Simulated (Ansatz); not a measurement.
GaAs

```
Ga As
1.0
     2.98421   -2.98421    0.00000
     2.98421    2.98421    0.00000
     0.00000    0.00000    5.07316
Ga As
2 2
Direct
  0.00000 0.00000 0.00000
  0.50000 0.50000 0.50000
  0.50000 0.00000 0.25000
  0.00000 0.50000 0.75000
```

Space group I-4m2.

Computed with Ansatz, DFT r2SCAN, scalar-relativistic, plane waves, PAW.

The density is the valence pseudo-density of a PAW calculation; it isn't the true density close to the nuclei.

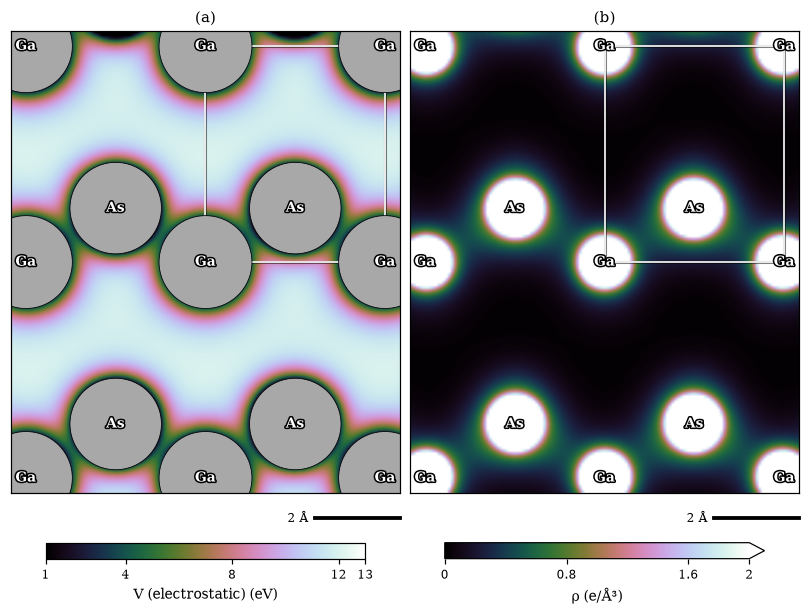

Figure 1. (a) electrostatic potential (local pseudopotential plus Hartree) felt by an electron; (b) valence electron density on the (010) plane of the conventional cell. Grey discs cover the atomic cores in the potential map.

> What do the fields say about this system?

The plane passes through Ga and As nuclei.
Ga–As (2.46 Å): ρ at the midpoint is about 0.49 e/Å³.
Between the atoms the lowest density in this plane is 0.02 e/Å³.
Outside the cores the potential energy rises away from the atoms and is highest about 2.5 Å from the nearest atoms; its zero is arbitrary.

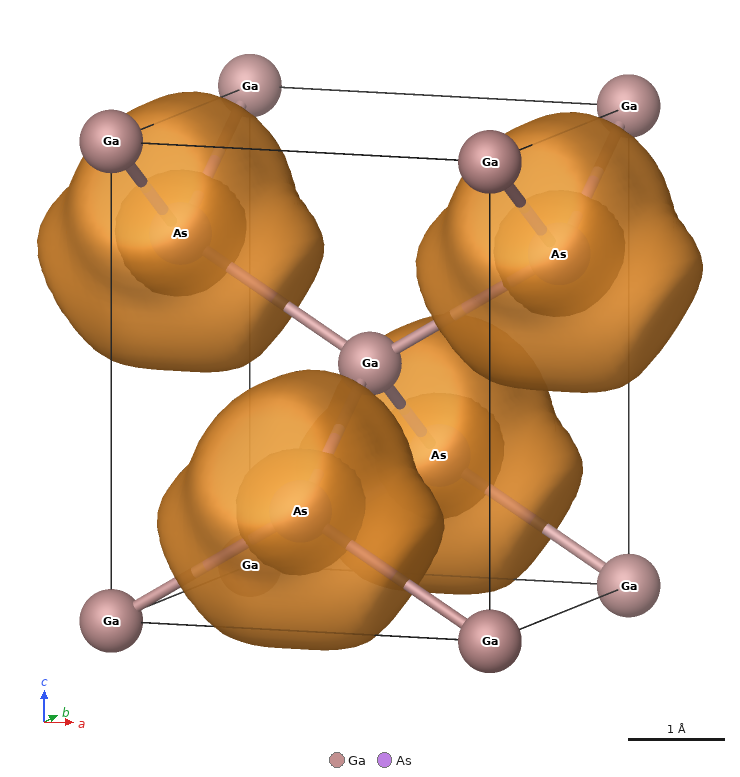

Figure 2. Isosurface of the ELF at 0.55 (orange), seen slightly off an axis. Only the valence region is drawn (cores and ρ < 0.01 e/Å³ removed). Sticks mark near contacts.

> Describe the localisation domains.

At this value the surface marks out two regions on As in which the atom's valence shell and bonds are merged, counted in one cell of 4 atoms. Regions shared between cells count once. Profiles from the grid: Ga–As (2.46 Å): the ELF peaks at about 0.80 between the atoms, as expected for a shared electron pair.
